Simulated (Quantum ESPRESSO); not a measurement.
# H: 7 runs along one coordinate

System: H (I4/mmm, 2 atoms in the cell).
Method: Kohn-Sham DFT of a periodic cell, PBE, SSSP 1.3 efficiency PBE, no spin polarisation (Quantum ESPRESSO 7.5).

The 7 runs differ only in the geometry, by an even scaling of the cell at fixed fractional positions. The structure derives from a Materials Project entry.

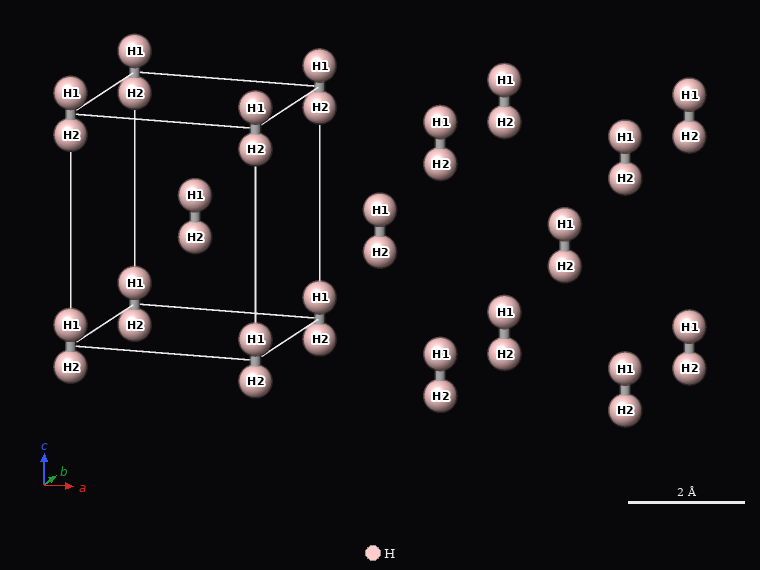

Figure 1. The structure of run 4 (ball-and-stick view of the cell 2 times as large as that of the calculation, set on its symmetry axes, repeated 3 × 1 × 1, seen slightly off an axis; atoms are numbered from 1 in the order of the input).

## The input of run 4
```
&CONTROL
  calculation = 'scf'
  prefix = 'pwscf'
  outdir = './tmp'
  pseudo_dir = './pseudo'
  tprnfor = .true.
  tstress = .true.
  disk_io = 'low'
/
&SYSTEM
  ibrav = 0
  nat = 2
  ntyp = 1
  ecutwfc = 60
  ecutrho = 480
  nbnd = 6
  occupations = 'smearing'
  smearing = 'fd'
  degauss = 0.00367493
/
&ELECTRONS
  conv_thr = 4d-10
  electron_maxstep = 120
  mixing_beta = 0.5
/
ATOMIC_SPECIES
H      1.0080 H.pbe-rrkjus_psl.1.0.0.UPF
CELL_PARAMETERS angstrom
  -1.6915344700    1.6915344700    2.0584739900
   1.6915344700   -1.6915344700    2.0584739900
   1.6915344700    1.6915344700   -2.0584739900
ATOMIC_POSITIONS crystal
H      0.0901377100    0.0901377100    0.0000000000
H      0.9098622900    0.9098622900    0.0000000000
K_POINTS automatic
11 11 11 0 0 0
```

## File pp_density.in of run 4
```
&INPUTPP
  prefix = 'pwscf'
  outdir = './tmp'
  filplot = 'density.dat'
  plot_num = 0
/
&PLOT
  nfile = 1
  filepp(1) = 'density.dat'
  iflag = 3
  output_format = 6
  fileout = 'density.cube'
/
```

## File pp_potential.in of run 4
```
&INPUTPP
  prefix = 'pwscf'
  outdir = './tmp'
  filplot = 'potential.dat'
  plot_num = 11
/
&PLOT
  nfile = 1
  filepp(1) = 'potential.dat'
  iflag = 3
  output_format = 6
  fileout = 'potential.cube'
/
```

Command:
```bash
OMP_NUM_THREADS=1 pw.x -in pw.in > pw.out
OMP_NUM_THREADS=1 pp.x -in pp_density.in > pp_density.out
OMP_NUM_THREADS=1 pp.x -in pp_potential.in > pp_potential.out
```

Run 2 has the same physical settings and fractional positions; its lattice vectors (Å) are:
```
  -1.668673    1.668673    2.030653
   1.668673   -1.668673    2.030653
   1.668673    1.668673   -2.030653
```

## Results, with one run withheld

| run | volume per atom (Å³) | free energy per atom, from the lowest run given (meV) | pressure (GPa) | gap on the mesh (eV) |
| --- | --- | --- | --- | --- |
| 1 | 11.073 | 7.89 | 2.00 | 9.12 |
| 2 | 11.309 | ? | ? | ? |
| 3 | 11.544 | 3.17 | 1.20 | 9.07 |
| 4 | 11.780 | 1.65 | 0.85 | 9.05 |
| 5 | 12.015 | 0.64 | 0.51 | 9.03 |
| 6 | 12.251 | 0.10 | 0.20 | 9.01 |
| 7 | 12.487 | 0.00 | −0.08 | 8.99 |

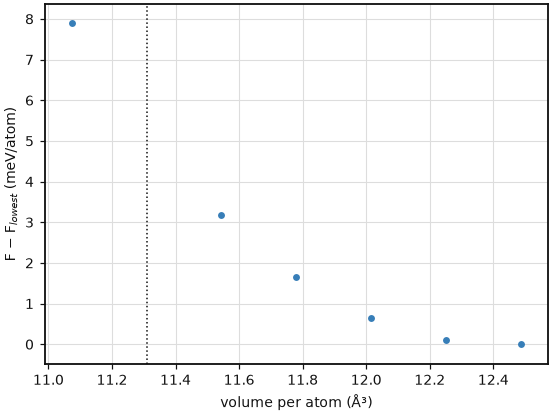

Figure 2. Free energy per atom of the runs given; the dotted line marks run 2.

Fit the runs given and predict run 2.

A cubic polynomial in V^(−2/3) (the Birch–Murnaghan form), fitted to the 6 runs given, misses them by under 0.01 meV per atom. With x = V^(−2/3) − 0.19247 Å⁻², it reads F = 1.3314 + 440.4 x + 35350 x² − 1.1105e+05 x³ (meV per atom). At run 2 it gives 5.23 meV per atom, and the run itself gives 5.24. The slope of the fit gives a pressure −dF/dV of 1.60 GPa there, and the run prints 1.59 GPa. The fit has its minimum at 12.425 Å³ per atom, where V d²F/dV² gives 14.9 GPa. Cell shape and fractional positions are held, so this is the stiffness under even scaling; the relaxed bulk modulus wasn't computed. The gap on the mesh goes, without turning, from 9.12 eV in run 1 to 8.99 eV in run 7; run 2 has 9.10 eV. These are gaps of this functional on this mesh, which can miss the band edges; they aren't the measured gap.

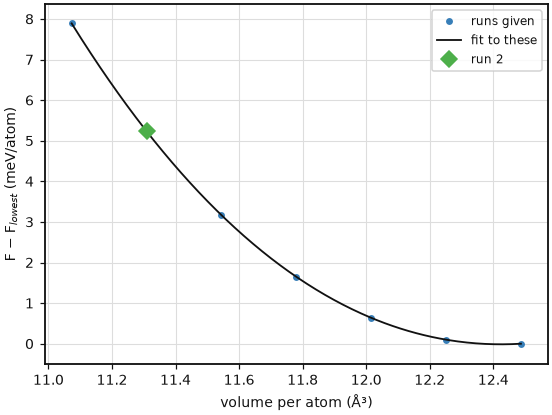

Figure 3. The fit and the withheld run.

## Some lines of the output (run 2)
```
[...]
     unit-cell volume          =     152.6282 (a.u.)^3
     number of k points=   126  Fermi-Dirac smearing, width (Ry)=  0.0037
     total energy              =      -2.33640841 Ry
     total energy              =      -2.33175787 Ry
     total energy              =      -2.33336701 Ry
     total energy              =      -2.33336219 Ry
     total energy              =      -2.33336611 Ry
     total energy              =      -2.33336616 Ry
     the Fermi energy is    -3.1193 ev
!    total energy              =      -2.33336616 Ry
     The total energy is F=E-TS. E is the sum of the following terms:
     Computing stress (Cartesian axis) and pressure
          total   stress  (Ry/bohr**3)                   (kbar)     P=       15.88
```
